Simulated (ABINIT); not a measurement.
**G0W0 calculation of MoS2 (part 2 of 4)**

Continued. System: MoS2 (P6₃/mmc, 6 atoms in the cell). Method: Kohn-Sham DFT of a periodic cell, PBE, PseudoDojo NC SR PBE v0.4.1 standard, G0W0, no spin polarisation (ABINIT 10.8.3); cutoff 952.4 eV, 4×4×1 k-mesh, fixed occupations. The structure derives from an entry of the Crystallography Open Database.

Geometry of the input (Å; fractional positions):
```
3.1690  0.0000  0.0000
-1.5845  2.7444  0.0000
0.0000  0.0000  12.3240
Mo 0.6667  0.3333  0.7500
Mo 0.3333  0.6667  0.2500
S  0.6667  0.3333  0.3770
S  0.3333  0.6667  0.8770
S  0.6667  0.3333  0.1230
S  0.3333  0.6667  0.6230
```

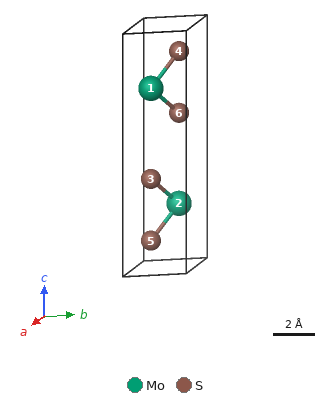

Figure 1. The structure as given in the input (ball-and-stick view of the cell of the calculation, seen slightly off an axis; atoms are numbered from 1 in the order of the input). An atom can appear more than once, as a periodic image.

Output, continued
```
--- !ResultsGS
iteration_state: {dtset: 1, }
comment   : Summary of ground state results
lattice_vectors:
- [  5.9885421,   0.0000000,   0.0000000, ]
- [ -2.9942710,   5.1862296,   0.0000000, ]
- [  0.0000000,   0.0000000,  23.2889848, ]
lattice_lengths: [   5.98854,    5.98854,   23.28898, ]
lattice_angles: [ 90.000,  90.000, 120.000, ] # degrees, (23, 13, 12)
lattice_volume:   7.2330822E+02
convergence: {deltae:  7.731E-12, res2:  1.717E-13, residm:  4.922E-16, diffor: null, }
etotal    :  -1.84899074E+02
entropy   :   0.00000000E+00
fermie    :   3.10214357E-01
cartesian_stress_tensor: # hartree/bohr^3
- [ -4.03689225E-05,   0.00000000E+00,   0.00000000E+00, ]
- [  0.00000000E+00,  -4.03689225E-05,   0.00000000E+00, ]
- [  0.00000000E+00,   0.00000000E+00,  -7.53110741E-05, ]
pressure_GPa:   1.5304E+00
xred      :
- [  6.6667E-01,   3.3333E-01,   7.5000E-01, Mo]
- [  3.3333E-01,   6.6667E-01,   2.5000E-01, Mo]
- [  6.6667E-01,   3.3333E-01,   3.7700E-01,  S]
- [  3.3333E-01,   6.6667E-01,   8.7700E-01,  S]
- [  6.6667E-01,   3.3333E-01,   1.2300E-01,  S]
- [  3.3333E-01,   6.6667E-01,   6.2300E-01,  S]
cartesian_forces: # hartree/bohr
- [ -8.24326884E-29,   1.94789164E-45,  -0.00000000E+00, ]
- [  5.24571653E-29,  -2.59595645E-29,  -0.00000000E+00, ]
- [ -3.74694038E-30,   1.94696733E-29,  -2.22772026E-03, ]
- [ -1.49877615E-29,  -2.59595645E-29,  -2.22772026E-03, ]
- [  2.99755230E-29,  -1.65472163E-45,   2.22772026E-03, ]
- [  1.87347019E-29,   3.24494556E-29,   2.22772026E-03, ]
force_length_stats: {min:   5.85290798E-29, max:   2.22772026E-03, mean:   1.48514684E-03, }
...

 Integrated electronic density in atomic spheres:
 ------------------------------------------------
 Atom  Sphere_radius  Integrated_density
    1        2.00000         10.49519998
    2        2.00000         10.49519998
    3        2.00000          3.93173325
    4        2.00000          3.93173325
    5        2.00000          3.93173325
    6        2.00000          3.93173325
================================================================================

 ----iterations are completed or convergence reached----

 Mean square residual over all n,k,spin=   20.523E-18; max=  49.217E-17
 reduced coordinates (array xred) for    6 atoms
       0.666666666667      0.333333333333      0.750000000000
       0.333333333333      0.666666666667      0.250000000000
       0.666666666667      0.333333333333      0.377000000000
       0.333333333333      0.666666666667      0.877000000000
       0.666666666667      0.333333333333      0.123000000000
       0.333333333333      0.666666666667      0.623000000000
 rms dE/dt=  2.4457E-02; max dE/dt=  5.1881E-02; dE/dt below (all hartree)
    1       0.000000000000     -0.000000000000      0.000000000000
    2      -0.000000000000      0.000000000000      0.000000000000
    3       0.000000000000     -0.000000000000      0.051881343206
    4       0.000000000000      0.000000000000      0.051881343206
    5      -0.000000000000      0.000000000000     -0.051881343206
    6      -0.000000000000     -0.000000000000     -0.051881343206

 cartesian coordinates (angstrom) at end:
    1      1.58450000000000     0.91481150153333     9.24300000000000
    2     -0.00000000000000     1.82962300306667     3.08100000000000
    3      1.58450000000000     0.91481150153333     4.64614800000000
    4     -0.00000000000000     1.82962300306667    10.80814800000000
    5      1.58450000000000     0.91481150153333     1.51585200000000
    6     -0.00000000000000     1.82962300306667     7.67785200000000

 cartesian forces (hartree/bohr) at end:
    1     -0.00000000000000     0.00000000000000    -0.00000000000000
    2      0.00000000000000    -0.00000000000000    -0.00000000000000
    3     -0.00000000000000     0.00000000000000    -0.00222772025940
    4     -0.00000000000000    -0.00000000000000    -0.00222772025940
    5      0.00000000000000    -0.00000000000000     0.00222772025940
    6      0.00000000000000     0.00000000000000     0.00222772025940
 frms,max,avg= 1.0501574E-03 2.2277203E-03   0.000E+00  0.000E+00  0.000E+00 h/b

 cartesian forces (eV/Angstrom) at end:
    1     -0.00000000000000     0.00000000000000    -0.00000000000000
    2      0.00000000000000    -0.00000000000000    -0.00000000000000
    3     -0.00000000000000     0.00000000000000    -0.11455398157496
    4     -0.00000000000000    -0.00000000000000    -0.11455398157496
    5      0.00000000000000    -0.00000000000000     0.11455398157496
    6      0.00000000000000     0.00000000000000     0.11455398157496
 frms,max,avg= 5.4001265E-02 1.1455398E-01   0.000E+00  0.000E+00  0.000E+00 e/A
 length scales=  1.889726125908  1.889726125908  1.889726125908 bohr
              =  1.000000000000  1.000000000000  1.000000000000 angstroms
 Fermi (or HOMO) energy (hartree) =   0.31021   Average Vxc (hartree)=  -0.40241
 Eigenvalues (hartree) for nkpt=   4  k points:
 kpt#   1, nband= 26, wtk=  0.06250, kpt=  0.0000  0.0000  0.0000 (reduced coord)
  -1.95080   -1.95080   -1.00050   -1.00049   -0.99264   -0.99264   -0.99263   -0.99263
  -0.23953   -0.22958   -0.19515   -0.17886    0.05798    0.09601    0.18191    0.19001
   0.19001    0.19050    0.19050    0.23028    0.23028    0.23200    0.23200    0.26641
   0.26822    0.31021
 prteigrs : prtvol=0 or 1, do not print more k-points.

--- !EnergyTerms
iteration_state     : {dtset: 1, }
comment             : Components of total free energy in Hartree
kinetic             :  6.00105650054462E+01
hartree             :  5.39995257934500E+01
xc                  : -3.33780224283290E+01
Ewald energy        : -1.19847493795111E+02
psp_core            :  4.88769548579587E+00
local_psp           : -1.73809277098766E+02
non_local_psp       :  2.32379327107852E+01
total_energy        : -1.84899074326728E+02
total_energy_eV     : -5.03136012802895E+03
band_energy         : -1.61877599607428E+01
...

 Cartesian components of stress tensor (hartree/bohr^3)
  sigma(1 1)= -4.03689225E-05  sigma(3 2)=  0.00000000E+00
  sigma(2 2)= -4.03689225E-05  sigma(3 1)=  0.00000000E+00
  sigma(3 3)= -7.53110741E-05  sigma(2 1)=  0.00000000E+00

-Cartesian components of stress tensor (GPa)         [Pressure=  1.5304E+00 GPa]
- sigma(1 1)= -1.18769470E+00  sigma(3 2)=  0.00000000E+00
- sigma(2 2)= -1.18769471E+00  sigma(3 1)=  0.00000000E+00
- sigma(3 3)= -2.21572830E+00  sigma(2 1)=  0.00000000E+00

================================================================================
== DATASET  2 ==================================================================

--- !DatasetInfo
iteration_state: {dtset: 2, }
dimensions: {natom: 6, nkpt: 4, mband: 324, nsppol: 1, nspinor: 1, nspden: 1, mpw: 7176, }
cutoff_energies: {ecut:  35.0, pawecutdg:  -1.0, }
electrons: {nelect:   5.20000000E+01, charge:   0.00000000E+00, occopt:   1.00000000E+00, tsmear:   1.00000000E-02, }
meta: {optdriver: 0, ionmov: 0, optcell: 0, iscf: -2, paral_kgb: 0, }
...

 mkfilename : getden/=0, take file _DEN from output of DATASET   1.

 Exchange-correlation functional for the present dataset will be:
  GGA: Perdew-Burke-Ernzerhof functional - ixc=11
  J.P.Perdew, K.Burke, M.Ernzerhof, PRL 77, 3865 (1996)

 Real(R)+Recip(G) space primitive vectors, cartesian coordinates (Bohr,Bohr^-1):
 R(1)=  5.9885421  0.0000000  0.0000000  G(1)=  0.1669856  0.0964092  0.0000000
 R(2)= -2.9942710  5.1862296  0.0000000  G(2)=  0.0000000  0.1928183  0.0000000
 R(3)=  0.0000000  0.0000000 23.2889848  G(3)=  0.0000000  0.0000000  0.0429388
 Unit cell volume ucvol=  7.2330822E+02 bohr^3
 Angles (23,13,12)=  9.00000000E+01  9.00000000E+01  1.20000000E+02 degrees

 getcut: wavevector=  0.0000  0.0000  0.0000  ngfft=  32  32 128
         ecut(hartree)=     35.000   => boxcut(ratio)=   2.00646
--------------------------------------------------------------------------------

================================================================================
 Non-SCF case, kpt    1 (  0.00000  0.00000  0.00000), residuals and eigenvalues=
  3.21E-13  1.55E-13  1.26E-13  8.96E-14  1.74E-13  1.20E-13  1.46E-13  1.64E-13
  2.55E-13  2.87E-13  2.19E-13  1.64E-13  4.06E-13  1.83E-13  1.34E-13  2.60E-13
  3.76E-13  3.10E-13  2.09E-13  2.39E-13  2.51E-13  2.19E-13  2.47E-13  1.10E-13
  3.48E-13  3.84E-13  2.46E-13  2.43E-13  2.97E-13  3.01E-13  1.54E-13  1.84E-13
  2.64E-13  1.90E-13  2.30E-13  7.92E-14  8.88E-14  1.20E-13  1.07E-13  7.96E-14
  1.64E-13  9.24E-14  1.16E-13  1.22E-13  1.84E-13  1.13E-13  1.40E-13  2.58E-13
  1.60E-13  1.54E-13  2.44E-13  1.34E-13  1.25E-13  1.58E-13  2.39E-13  6.37E-14
  2.50E-13  2.94E-13  9.88E-14  2.05E-13  1.45E-13  1.31E-13  8.80E-13  1.52E-13
  1.04E-13  1.78E-13  1.08E-13  1.55E-13  1.73E-13  2.32E-13  1.78E-13  2.11E-13
  1.53E-13  1.55E-13  4.31E-13  1.35E-13  1.93E-13  2.85E-13  2.65E-13  1.89E-13
  3.34E-13  1.84E-13  2.56E-13  1.44E-13  1.53E-13  2.01E-13  2.32E-13  2.40E-13
  1.66E-13  2.06E-13  1.48E-13  1.60E-13  3.66E-13  3.79E-13  3.38E-13  5.34E-13
  3.58E-13  2.32E-13  3.12E-13  4.08E-13  3.32E-13  2.93E-13  2.72E-13  6.06E-13
  3.61E-13  2.96E-13  4.23E-13  3.48E-13  3.08E-13  3.43E-13  4.28E-13  4.15E-13
  5.74E-13  5.92E-13  3.00E-13  8.83E-14  5.24E-13  5.22E-13  4.68E-13  3.59E-13
  1.73E-13  4.26E-13  7.16E-13  4.38E-13  9.77E-13  4.31E-13  1.06E-13  4.55E-13
  3.20E-13  4.52E-13  8.16E-13  3.72E-13  4.73E-13  6.28E-13  1.92E-13  6.78E-13
  7.65E-13  6.54E-13  1.53E-13  9.67E-13  2.96E-13  6.99E-13  7.85E-13  1.45E-13
  8.38E-13  2.52E-13  8.77E-13  5.10E-13  1.34E-13  2.33E-13  3.12E-13  1.57E-13
  4.93E-13  3.30E-13  2.48E-13  2.70E-13  1.25E-13  3.43E-13  6.67E-13  4.61E-13
  6.29E-13  5.69E-13  2.86E-13  5.61E-13  2.08E-13  1.06E-13  1.44E-13  3.89E-13
  6.06E-13  5.69E-13  7.64E-13  5.67E-13  5.11E-13  2.35E-13  1.72E-13  5.45E-13
  1.13E-13  3.51E-13  2.33E-13  1.28E-13  1.28E-13  3.98E-13  3.71E-13  1.03E-13
  2.53E-13  1.42E-13  1.26E-13  4.73E-13  5.94E-13  1.99E-13  4.65E-13  4.66E-13
  1.48E-13  2.79E-13  5.51E-13  2.08E-13  1.89E-13  2.93E-13  1.49E-13  2.39E-13
  9.13E-13  2.26E-13  2.77E-13  9.43E-13  7.31E-13  1.91E-13  5.71E-13  2.59E-13
  4.93E-13  2.53E-13  3.49E-13  5.57E-13  6.12E-13  1.99E-13  4.31E-13  4.65E-13
  4.21E-13  8.82E-13  1.99E-13  6.96E-13  7.34E-13  8.81E-13  7.04E-13  7.02E-13
  3.18E-13  5.90E-13  2.75E-13  9.14E-13  2.17E-13  7.86E-13  3.03E-13  5.80E-13
  7.11E-13  5.16E-13  5.03E-13  4.91E-13  2.99E-13  8.88E-13  9.43E-13  3.04E-13
  2.35E-13  1.95E-13  7.92E-13  3.82E-13  5.17E-13  7.43E-13  3.85E-13  2.44E-13
  4.80E-13  8.11E-13  8.93E-13  3.73E-13  2.75E-13  2.11E-13  4.26E-13  8.70E-13
  6.98E-13  7.00E-13  7.22E-13  4.01E-13  2.99E-13  6.48E-13  5.69E-13  6.88E-13
  9.35E-13  8.16E-13  6.47E-13  5.00E-13  6.70E-13  5.09E-13  6.12E-13  3.11E-13
  9.80E-13  2.68E-13  9.37E-13  7.16E-13  4.01E-13  5.27E-13  8.40E-13  9.56E-13
  9.29E-13  6.97E-13  4.66E-13  3.01E-13  8.45E-13  4.45E-13  3.24E-13  8.23E-13
  8.64E-13  5.34E-13  4.88E-13  6.75E-13  9.74E-13  8.91E-13  5.66E-13  9.89E-13
  6.90E-13  2.56E-13  6.90E-13  1.06E-12  7.17E-13  1.85E-12  1.82E-09  2.41E-10
  2.56E-10  2.50E-10  1.34E-09  1.66E-10  1.74E-09  6.15E-08  1.01E-07  2.40E-07
  1.62E-07  2.89E-07  6.04E-06  1.11E-06  3.04E-06  9.53E-06  5.29E-06  2.88E-06
  7.23E-05  4.71E-05  3.76E-05  1.34E-04
 -1.9508E+00 -1.9508E+00 -1.0005E+00 -1.0005E+00 -9.9264E-01 -9.9264E-01
 -9.9263E-01 -9.9263E-01 -2.3953E-01 -2.2958E-01 -1.9515E-01 -1.7886E-01
  5.7978E-02  9.6007E-02  1.8191E-01  1.9001E-01  1.9001E-01  1.9050E-01
  1.9050E-01  2.3028E-01  2.3028E-01  2.3200E-01  2.3200E-01  2.6641E-01
  2.6822E-01  3.1021E-01  3.8732E-01  3.8732E-01  3.8835E-01  3.8835E-01
  3.9319E-01  3.9319E-01  3.9951E-01  3.9951E-01  5.1432E-01  5.1930E-01
  6.0664E-01  6.2606E-01  6.2627E-01  6.7340E-01  6.7340E-01  6.8535E-01
  6.8849E-01  6.8849E-01  7.3368E-01  7.3861E-01  7.3861E-01  7.6527E-01
  7.6527E-01  7.8224E-01  8.5663E-01  8.5663E-01  8.5668E-01  8.6265E-01
  8.6265E-01  8.6732E-01  8.8871E-01  8.8871E-01  8.9510E-01  9.0889E-01
  9.0889E-01  9.6747E-01  9.9133E-01  1.0355E+00  1.0428E+00  1.0722E+00
  1.0957E+00  1.1134E+00  1.1134E+00  1.1853E+00  1.1853E+00  1.2229E+00
  1.2360E+00  1.2360E+00  1.2599E+00  1.2599E+00  1.3005E+00  1.3005E+00
  1.3025E+00  1.3216E+00  1.3409E+00  1.3409E+00  1.3472E+00  1.4032E+00
  1.4217E+00  1.4252E+00  1.4252E+00  1.4566E+00  1.4566E+00  1.4581E+00
  1.4971E+00  1.4971E+00  1.5704E+00  1.5843E+00  1.5843E+00  1.5856E+00
  1.5856E+00  1.5906E+00  1.5967E+00  1.6147E+00  1.6147E+00  1.6176E+00
  1.6176E+00  1.6569E+00  1.6570E+00  1.6785E+00  1.6980E+00  1.6980E+00
  1.7101E+00  1.7497E+00  1.7497E+00  1.8111E+00  1.8436E+00  1.8436E+00
  1.8465E+00  1.8465E+00  1.8745E+00  1.9325E+00  1.9325E+00  1.9362E+00
  1.9362E+00  1.9388E+00  1.9532E+00  1.9756E+00  1.9862E+00  1.9862E+00
  1.9871E+00  1.9871E+00  2.0082E+00  2.0082E+00  2.0273E+00  2.0382E+00
  2.0776E+00  2.0837E+00  2.0837E+00  2.1396E+00  2.1475E+00  2.1475E+00
  2.1668E+00  2.1676E+00  2.1773E+00  2.1773E+00  2.2033E+00  2.2033E+00
  2.2257E+00  2.2362E+00  2.2840E+00  2.2840E+00  2.3056E+00  2.3175E+00
  2.3175E+00  2.3331E+00  2.3331E+00  2.3664E+00  2.3664E+00  2.3768E+00
  2.3902E+00  2.3974E+00  2.4058E+00  2.4058E+00  2.4078E+00  2.4358E+00
  2.4358E+00  2.4406E+00  2.4526E+00  2.4862E+00  2.4862E+00  2.4922E+00
  2.4922E+00  2.5167E+00  2.5167E+00  2.5479E+00  2.5522E+00  2.5654E+00
  2.5654E+00  2.5710E+00  2.5820E+00  2.5914E+00  2.5914E+00  2.6029E+00
  2.6124E+00  2.6169E+00  2.6169E+00  2.6420E+00  2.6420E+00  2.6613E+00
  2.6752E+00  2.6752E+00  2.6824E+00  2.6978E+00  2.6997E+00  2.6997E+00
  2.7000E+00  2.7119E+00  2.7119E+00  2.7260E+00  2.7635E+00  2.7720E+00
  2.7720E+00  2.7868E+00  2.8010E+00  2.8010E+00  2.8052E+00  2.8126E+00
  2.8126E+00  2.8144E+00  2.8589E+00  2.8589E+00  2.8686E+00  2.8699E+00
  2.8838E+00  2.8838E+00  2.8976E+00  2.9001E+00  2.9001E+00  2.9273E+00
  2.9273E+00  2.9420E+00  2.9420E+00  2.9650E+00  2.9792E+00  2.9817E+00
  2.9817E+00  2.9907E+00  3.0023E+00  3.0023E+00  3.0122E+00  3.0122E+00
  3.0224E+00  3.0485E+00  3.0485E+00  3.0657E+00  3.0914E+00  3.0914E+00
  3.1190E+00  3.1190E+00  3.1339E+00  3.1504E+00  3.1950E+00  3.1950E+00
  3.2005E+00  3.2056E+00  3.2189E+00  3.2279E+00  3.2279E+00  3.2354E+00
  3.2354E+00  3.2421E+00  3.2575E+00  3.2750E+00  3.2899E+00  3.2899E+00
  3.3048E+00  3.3071E+00  3.3361E+00  3.3361E+00  3.3372E+00  3.3582E+00
  3.3582E+00  3.3938E+00  3.3938E+00  3.3952E+00  3.3952E+00  3.4057E+00
  3.4379E+00  3.4415E+00  3.4415E+00  3.4447E+00  3.4447E+00  3.4607E+00
  3.4607E+00  3.4781E+00  3.4781E+00  3.4857E+00  3.4909E+00  3.5042E+00
  3.5334E+00  3.5334E+00  3.5692E+00  3.5692E+00  3.5784E+00  3.5784E+00
  3.6080E+00  3.6323E+00  3.6360E+00  3.6469E+00  3.6469E+00  3.6637E+00
  3.7124E+00  3.7126E+00  3.7126E+00  3.7276E+00  3.7276E+00  3.7388E+00
  3.7388E+00  3.7428E+00  3.7470E+00  3.7470E+00  3.7790E+00  3.8043E+00
  3.8124E+00  3.8169E+00  3.8777E+00  3.8796E+00  3.8796E+00  3.8829E+00
  3.8829E+00  3.8867E+00  3.8867E+00  3.9415E+00  3.9581E+00  3.9581E+00
  3.9624E+00  3.9659E+00  3.9904E+00  3.9934E+00  4.0002E+00  4.0002E+00
  4.0148E+00  4.0266E+00  4.0269E+00  4.0578E+00  4.0584E+00  4.0619E+00
```
